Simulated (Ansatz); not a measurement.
Geometry relaxation of Mo (part 1 of 2)

- system: Mo (Fd-3m, 2 atoms in the cell)
- method: DFT, PBE, PAW with Ansatz's default frozen-core files, scalar-relativistic, no spin polarisation (Ansatz 0.2.0)

The structure was built on a prototype by a generator; it need not be a known phase. Its volume is 1.09 times that of the source entry. It belongs to a series of runs on one base structure; here: diamond relaxed under pressure, PAW files. Figures and captions count atoms from 1; the log counts them from 0 in places.

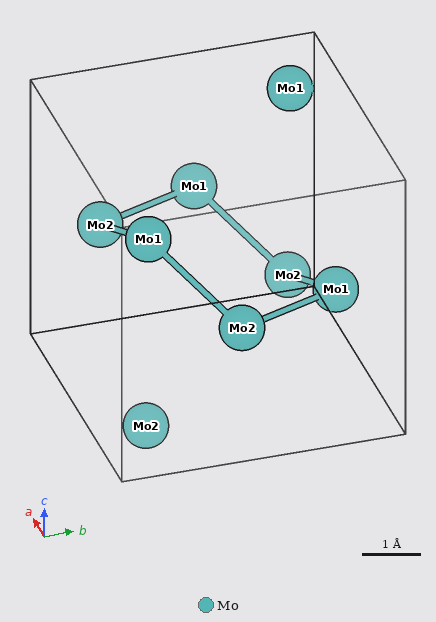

Fig. 1: The input geometry (ball-and-stick view of the cell 4 times as large as that of the calculation, set on its symmetry axes, seen at an oblique angle; atoms are numbered from 1 in the order of the input). Near neighbours in the crystal (not all of them lie inside the picture): Mo has 4 Mo at 2.24 Å.

### Summary

| quantity | value |
| --- | --- |
| outcome | converged |
| space group (tolerance 0.01 Å) | Fd-3m (227) |
| electrons treated | 28 |
| free energy | −9906.9180 eV |
| Fermi energy | 16.386 eV |
| pressure | 30.97 GPa |
| final volume | 37.83 Å³ |
| largest force (length of the vector) at the end | under 0.001 eV/Å |
| final cell | a = 3.768 Å, b = 3.768 Å, c = 3.768 Å, α = 60.00°, β = 60.00°, γ = 60.00° |
| hardware | 1 thread of Arm Neoverse V1, 24 GiB of memory available, shared host |
| wall time | 16 s |
| peak memory | 0.34 GiB |

The cell was relaxed to the target pressure of the input; what is minimised is then the enthalpy E + pV.

### The input
```yaml
crystal:
  lattice:
    - [0.0, 2.5827446751, 2.5827446751]
    - [2.5827446751, 0.0, 2.5827446751]
    - [2.5827446751, 2.5827446751, 0.0]
  atoms:
    - { symbol: Mo, position: [-0.125, -0.125, -0.125] }
    - { symbol: Mo, position: [0.125, 0.125, 0.125] }
kpoints:
  mp_grid: { grid: [13, 13, 13] }
scf:
  occupations: { method: fermi_dirac, width: 0.05 }
hamiltonian:
  xc: pbe
  pseudopotentials: { kind: paw }
output:
  forces: true
  stress: true
  eigenvalues: true
  write_density: true
  write_potential: true
  elf: true
  volumetric_format: npy
relax:
  f_tol: 0.005
  max_steps: 40
  cell: { p_target: 31.0, stress_tol: 0.03 }
```

Command:
```bash
ansatz run input.yaml --threads 1 --pin off --max-ram 3584MiB --backend cpu --events-out ev --progress --plain --runs-dir out
```

### Log
```
Engine: ansatz 0.2.0, aarch64-unknown-linux-gnu
Pseudopotentials: kind: paw
Pseudopotential: Mo, paw, valence charge 14, recommended cutoff 420 eV (normal), Mo.paw.azcp
Functional definition: PBE
  parameter kappa = 0.804
  parameter beta = 0.06672455060314922
  exchange = pbe_x(kappa = kappa, mu = beta*pi^2/3)
  correlation = pbe_c(beta = beta)
Crystal: 2 atoms, lattice volume = 34.457 Å³
Basis set: ecut = 420 eV, 645 PW (Γ), exchange–correlation on 50×50×50 points (8 copies of the dense FFT grid, shifted against one another)
Bands: 18, of which v1, the nominal top of the filled ones, is band 14 counted from 1 (13 counted from 0)
Symmetry: 48 space group operations
Space group: Fd-3m (ITA 227), of the structure as read, at distance tolerance 3.3e-5 Å
k-points: 84 of 2197
Non-local potential: Mo, projectors of the file, l = 0: 3, l = 1: 2, l = 2: 2, l = 3: 1
PAW form: soft (Blöchl's): semilocal exchange-correlation on the pseudo side does not see the compensation charge
PAW one-centre angular grid: Mo, 590 points (default); XC on 64 Gauss nodes
Initial density: superposition of atomic densities (neutral atoms: chi_scale 0, normalization atom), corrected by the library's trained network
Initial wavefunctions: pseudopotential atomic-orbital guess
Functional: x = pbe(κ = 0.804, μ = 0.2195149727645171), c = pbe(β = 0.06672455060314922)
SCF iter   1: F=—  HF=-9906.014384 eV  |F-HF|=—  |Δ(HF+E_count)|=         —  Δρ=9.57e-3  dr2=1.01e-2  ethr=1.77e-3  ⟨swp⟩=5.4  Hψ=7266  notcnv=0
preconditioner: auto → Kerker (q_TF=auto, 2.636 Å⁻¹)  [metal: Δε(μ)=0.016 eV  Ē_g=4.988 eV  σ=0.050 eV  W_gap=0.08  n_scr=14 (ndim 8)  ℏωp=21.9 eV  f_vac=0.000  D(μ)=2.36/eV (n_scr^D=26)]
SCF iter   2: F=—  HF=-9906.020833 eV  |F-HF|=—  |Δ(HF+E_count)|=   6.45e-3  Δρ=5.58e-3  dr2=3.96e-3  ethr=3.61e-5  ⟨swp⟩=1.3  Hψ=2230  notcnv=0
SCF iter   3: F=—  HF=-9906.023381 eV  |F-HF|=—  |Δ(HF+E_count)|=   2.55e-3  Δρ=5.29e-4  dr2=1.09e-4  ethr=1.41e-5  ⟨swp⟩=2.2  Hψ=2229  notcnv=0
SCF iter   4: F=—  HF=-9906.023401 eV  |F-HF|=—  |Δ(HF+E_count)|=   1.97e-5  Δρ=1.04e-4  dr2=2.67e-6  ethr=3.90e-7  ⟨swp⟩=2.0  Hψ=2050  notcnv=0
SCF iter   5: F=—  HF=-9906.023403 eV  |F-HF|=—  |Δ(HF+E_count)|=   2.38e-6  Δρ=3.25e-5  dr2=4.03e-7  ethr=9.55e-9  ⟨swp⟩=2.7  Hψ=2752  notcnv=0
SCF iter   6: F=-9906.023403 eV  HF=-9906.023403 eV  |F-HF|=1.71e-8  |Δ(HF+E_count)|=   9.15e-8  Δρ=7.69e-6  dr2=1.55e-8  ethr=3.57e-10  ⟨swp⟩=8.4  Hψ=9223  notcnv=0
SCF 1 converged in 6 iterations: F = -9906.023403 eV  dr2 = 1.55e-8
  greatest PAW one-centre occupation: 0.999 electrons in one spin orbital (limit 2), on the Mo atom at site 1 (counted from 0), in its partial waves of l = 0
relax step   1: F+E_penalty+E_count = -9906.02340302 eV  Δ(F+E_penalty+E_count) = +0.000e0 eV  max|allowed force component| = 7.401e-17 eV/Å  Δτ_max = 0.0000 Å  P = +55.795 GPa  Ω = 34.457 Å³  (6 SCF iters, dr2 threshold 1.00e-7 eV, accepted)
Crystal: 2 atoms, lattice volume = 39.363 Å³
Basis set: ecut = 420 eV, 749 PW (Γ), exchange–correlation on 50×50×50 points (8 copies of the dense FFT grid, shifted against one another)
Initial density: handed on by an earlier stage of this run
Initial wavefunctions: those handed on with the density
iter 1 solved again at ethr=1.06e-4 eV; its pass at ethr=3.10e-3 eV (dr2=2.97e-2 eV) is discarded
SCF iter   1: F=—  HF=-9907.178915 eV  |F-HF|=—  |Δ(HF+E_count)|=         —  Δρ=7.31e-3  dr2=2.88e-2  ethr=1.06e-4  ⟨swp⟩=1.0  Hψ=9452  notcnv=0
preconditioner: auto → Kerker (q_TF=auto, 2.578 Å⁻¹)  [metal: Δε(μ)=0.031 eV  Ē_g=4.308 eV  σ=0.050 eV  W_gap=0.15  n_scr=14 (ndim 8)  ℏωp=20.5 eV  f_vac=0.000  D(μ)=2.28/eV (n_scr^D=14)]
SCF iter   2: F=—  HF=-9907.175384 eV  |F-HF|=—  |Δ(HF+E_count)|=   3.53e-3  Δρ=3.92e-3  dr2=9.49e-3  ethr=1.03e-4  ⟨swp⟩=1.5  Hψ=1607  notcnv=0
SCF iter   3: F=—  HF=-9907.173027 eV  |F-HF|=—  |Δ(HF+E_count)|=   2.36e-3  Δρ=7.22e-4  dr2=3.49e-4  ethr=3.39e-5  ⟨swp⟩=2.0  Hψ=2277  notcnv=0
SCF iter   4: F=—  HF=-9907.173009 eV  |F-HF|=—  |Δ(HF+E_count)|=   1.82e-5  Δρ=1.81e-4  dr2=1.24e-5  ethr=1.25e-6  ⟨swp⟩=2.0  Hψ=1918  notcnv=0
SCF iter   5: F=—  HF=-9907.173015 eV  |F-HF|=—  |Δ(HF+E_count)|=   6.56e-6  Δρ=3.84e-5  dr2=4.58e-7  ethr=4.41e-8  ⟨swp⟩=2.3  Hψ=2271  notcnv=0
SCF iter   6: F=-9907.173016 eV  HF=-9907.173016 eV  |F-HF|=8.60e-9  |Δ(HF+E_count)|=   3.75e-7  Δρ=5.27e-6  dr2=7.98e-9  ethr=7.14e-10  ⟨swp⟩=9.0  Hψ=9938  notcnv=0
SCF 2 converged in 6 iterations: F = -9907.173016 eV  dr2 = 7.98e-9
relax step   2: F+E_penalty+E_count = -9907.17301566 eV  Δ(F+E_penalty+E_count) = -1.150e0 eV  max|allowed force component| = 3.146e-16 eV/Å  Δτ_max = 0.0000 Å  P = +22.815 GPa  Ω = 39.363 Å³  energy of the carried Pulay correction = -1.117e-3 eV  (6 SCF iters, dr2 threshold 2.00e-7 eV, accepted)
Crystal: 2 atoms, lattice volume = 38.020 Å³
Basis set: ecut = 420 eV, 725 PW (Γ), exchange–correlation on 50×50×50 points (8 copies of the dense FFT grid, shifted against one another)
iter 1 solved again at ethr=4.86e-6 eV; its pass at ethr=3.10e-3 eV (dr2=1.36e-3 eV) is discarded
SCF iter   1: F=—  HF=-9906.953510 eV  |F-HF|=—  |Δ(HF+E_count)|=         —  Δρ=1.77e-3  dr2=1.53e-3  ethr=4.86e-6  ⟨swp⟩=1.7  Hψ=9351  notcnv=0
preconditioner: auto → Kerker (q_TF=auto, 2.593 Å⁻¹)  [metal: Δε(μ)=0.017 eV  Ē_g=4.462 eV  σ=0.050 eV  W_gap=0.08  n_scr=14 (ndim 8)  ℏωp=20.9 eV  f_vac=0.000  D(μ)=2.43/eV (n_scr^D=26)]
SCF iter   2: F=—  HF=-9906.953330 eV  |F-HF|=—  |Δ(HF+E_count)|=   1.80e-4  Δρ=9.44e-4  dr2=4.99e-4  ethr=4.86e-6  ⟨swp⟩=1.9  Hψ=2036  notcnv=0
SCF iter   3: F=—  HF=-9906.953205 eV  |F-HF|=—  |Δ(HF+E_count)|=   1.25e-4  Δρ=1.62e-4  dr2=1.68e-5  ethr=1.78e-6  ⟨swp⟩=2.0  Hψ=2020  notcnv=0
SCF iter   4: F=—  HF=-9906.953204 eV  |F-HF|=—  |Δ(HF+E_count)|=   1.41e-6  Δρ=4.22e-5  dr2=6.31e-7  ethr=6.01e-8  ⟨swp⟩=2.0  Hψ=1972  notcnv=0
iter 5 did not close the SCF: its close was put off for the readings that it lacked (scf_convergence_deferred on its scf_iter line)
SCF iter   5: F=-9906.953204 eV  HF=-9906.953204 eV  |F-HF|=1.29e-8  |Δ(HF+E_count)|=   2.66e-7  Δρ=7.99e-6  dr2=1.94e-8  ethr=2.25e-9  ⟨swp⟩=2.5  Hψ=2303  notcnv=0
SCF iter   6: F=-9906.953204 eV  HF=-9906.953204 eV  |F-HF|=3.66e-10  |Δ(HF+E_count)|=   1.58e-8  Δρ=1.15e-6  dr2=3.22e-10  ethr=6.94e-11  ⟨swp⟩=5.0  Hψ=8097  notcnv=0
SCF 3 converged in 6 iterations: F = -9906.953204 eV  dr2 = 3.22e-10
relax step   3: F+E_penalty+E_count = -9906.95320425 eV  Δ(F+E_penalty+E_count) = +2.198e-1 eV  max|allowed force component| = 2.776e-16 eV/Å  Δτ_max = 0.0000 Å  P = +29.884 GPa  Ω = 38.020 Å³  energy of the carried Pulay correction = -8.264e-4 eV  (6 SCF iters, dr2 threshold 2.00e-7 eV, accepted)
Crystal: 2 atoms, lattice volume = 37.830 Å³
iter 1 solved again at ethr=1.40e-7 eV; its pass at ethr=3.10e-3 eV (dr2=3.91e-5 eV) is discarded
SCF iter   1: F=—  HF=-9906.917323 eV  |F-HF|=—  |Δ(HF+E_count)|=         —  Δρ=2.61e-4  dr2=3.33e-5  ethr=1.40e-7  ⟨swp⟩=2.0  Hψ=8726  notcnv=0
preconditioner: auto → Kerker (q_TF=auto, 2.595 Å⁻¹)  [metal: Δε(μ)=0.020 eV  Ē_g=4.489 eV  σ=0.050 eV  W_gap=0.10  n_scr=14 (ndim 8)  ℏωp=20.9 eV  f_vac=0.000  D(μ)=2.41/eV (n_scr^D=26)]
SCF iter   2: F=—  HF=-9906.917318 eV  |F-HF|=—  |Δ(HF+E_count)|=   5.12e-6  Δρ=1.38e-4  dr2=1.05e-5  ethr=1.19e-7  ⟨swp⟩=1.0  Hψ=1527  notcnv=0
SCF iter   3: F=—  HF=-9906.917315 eV  |F-HF|=—  |Δ(HF+E_count)|=   2.78e-6  Δρ=2.58e-5  dr2=4.62e-7  ethr=3.77e-8  ⟨swp⟩=2.0  Hψ=2005  notcnv=0
iter 4 did not close the SCF: its close was put off for the readings that it lacked (scf_convergence_deferred on its scf_iter line)
SCF iter   4: F=-9906.917315 eV  HF=-9906.917315 eV  |F-HF|=2.40e-9  |Δ(HF+E_count)|=   7.73e-8  Δρ=7.31e-6  dr2=1.34e-8  ethr=1.65e-9  ⟨swp⟩=2.0  Hψ=2017  notcnv=0
iter 5 did not close the SCF: its close was put off for the readings that it lacked (scf_convergence_deferred on its scf_iter line)
SCF iter   5: F=-9906.917315 eV  HF=-9906.917315 eV  |F-HF|=1.93e-10  |Δ(HF+E_count)|=   4.17e-9  Δρ=1.59e-6  dr2=1.26e-9  ethr=4.78e-11  ⟨swp⟩=2.0  Hψ=2073  notcnv=0
SCF iter   6: F=-9906.917315 eV  HF=-9906.917315 eV  |F-HF|=1.46e-11  |Δ(HF+E_count)|=  4.47e-10  Δρ=1.93e-7  dr2=9.40e-12  ethr=4.49e-12  ⟨swp⟩=4.0  Hψ=7376  notcnv=0
SCF 4 converged in 6 iterations: F = -9906.917315 eV  dr2 = 9.40e-12
relax step   4: F+E_penalty+E_count = -9906.91731488 eV  Δ(F+E_penalty+E_count) = +3.589e-2 eV  max|allowed force component| = 3.146e-16 eV/Å  Δτ_max = 0.0000 Å  P = +30.977 GPa  Ω = 37.830 Å³  energy of the carried Pulay correction = -7.845e-4 eV  (6 SCF iters, dr2 threshold 2.00e-7 eV, accepted)
Basis set: ecut = 420 eV, 725 PW (Γ), exchange–correlation on 54×54×54 points (8 copies of the dense FFT grid, shifted against one another)
Initial wavefunctions: pseudopotential atomic-orbital guess (no wavefunctions were taken with the density)
iter 1 solved again at ethr=4.98e-8 eV; its pass at ethr=3.10e-3 eV (dr2=1.40e-5 eV) is discarded
SCF iter   1: F=—  HF=-9906.917992 eV  |F-HF|=—  |Δ(HF+E_count)|=         —  Δρ=2.33e-4  dr2=1.52e-6  ethr=4.98e-8  ⟨swp⟩=3.0  Hψ=11181  notcnv=0
preconditioner: auto → Kerker (q_TF=auto, 2.595 Å⁻¹)  [metal: Δε(μ)=0.021 eV  Ē_g=4.489 eV  σ=0.050 eV  W_gap=0.10  n_scr=14 (ndim 8)  ℏωp=20.9 eV  f_vac=0.000  D(μ)=2.41/eV (n_scr^D=26)]
SCF iter   2: F=—  HF=-9906.918029 eV  |F-HF|=—  |Δ(HF+E_count)|=   3.66e-5  Δρ=1.21e-4  dr2=4.04e-7  ethr=5.44e-9  ⟨swp⟩=1.0  Hψ=1512  notcnv=0
SCF iter   3: F=—  HF=-9906.918041 eV  |F-HF|=—  |Δ(HF+E_count)|=   1.26e-5  Δρ=2.99e-6  dr2=7.90e-10  ethr=1.44e-9  ⟨swp⟩=3.0  Hψ=2696  notcnv=0
SCF iter   4: F=—  HF=-9906.918041 eV  |F-HF|=—  |Δ(HF+E_count)|=  7.06e-10  Δρ=4.83e-7  dr2=3.64e-11  ethr=2.82e-12  ⟨swp⟩=2.0  Hψ=2017  notcnv=0
iter 5 did not close the SCF: its close was put off for the readings that it lacked (scf_convergence_deferred on its scf_iter line)
SCF iter   5: F=-9906.918041 eV  HF=-9906.918041 eV  |F-HF|=3.64e-12  |Δ(HF+E_count)|=  2.00e-11  Δρ=6.37e-8  dr2=2.34e-12  ethr=1.00e-12  ⟨swp⟩=1.0  Hψ=1512  notcnv=0
iter 6 did not close the SCF: its close was put off for the readings that it lacked (scf_convergence_deferred on its scf_iter line)
SCF iter   6: F=-9906.918041 eV  HF=-9906.918041 eV  |F-HF|=3.64e-12  |Δ(HF+E_count)|=  5.46e-12  Δρ=1.46e-8  dr2=8.75e-14  ethr=1.00e-12  ⟨swp⟩=1.0  Hψ=1512  notcnv=0
iter 7 did not close the SCF: its close was put off for the readings that it lacked (scf_convergence_deferred on its scf_iter line)
SCF iter   7: F=-9906.918041 eV  HF=-9906.918041 eV  |F-HF|=1.82e-12  |Δ(HF+E_count)|=    0.00e0  Δρ=3.96e-9  dr2=5.10e-15  ethr=1.00e-12  ⟨swp⟩=1.0  Hψ=1512  notcnv=0
iter 8 did not close the SCF: its close was put off for the readings that it lacked (scf_convergence_deferred on its scf_iter line)
SCF iter   8: F=-9906.918041 eV  HF=-9906.918041 eV  |F-HF|=1.82e-12  |Δ(HF+E_count)|=  1.82e-12  Δρ=8.22e-10  dr2=2.48e-16  ethr=1.00e-12  ⟨swp⟩=1.0  Hψ=1512  notcnv=0
SCF iter   9: F=-9906.918041 eV  HF=-9906.918041 eV  |F-HF|=0.00e0  |Δ(HF+E_count)|=    0.00e0  Δρ=2.19e-10  dr2=1.33e-17  ethr=1.00e-12  ⟨swp⟩=2.0  Hψ=3784  notcnv=0
SCF 5 converged in 9 iterations: F = -9906.918041 eV  dr2 = 1.33e-17
relax step   5: F+E_penalty+E_count = -9906.91804143 eV  Δ(F+E_penalty+E_count) = -7.265e-4 eV  max|allowed force component| = 3.238e-16 eV/Å  Δτ_max = 0.0000 Å  P = +30.974 GPa  Ω = 37.830 Å³  stress off target by 2.56e-2 GPa  SCF on the basis re-selected at this cell (its energy is not comparable with the rows above)  (9 SCF iters)
```
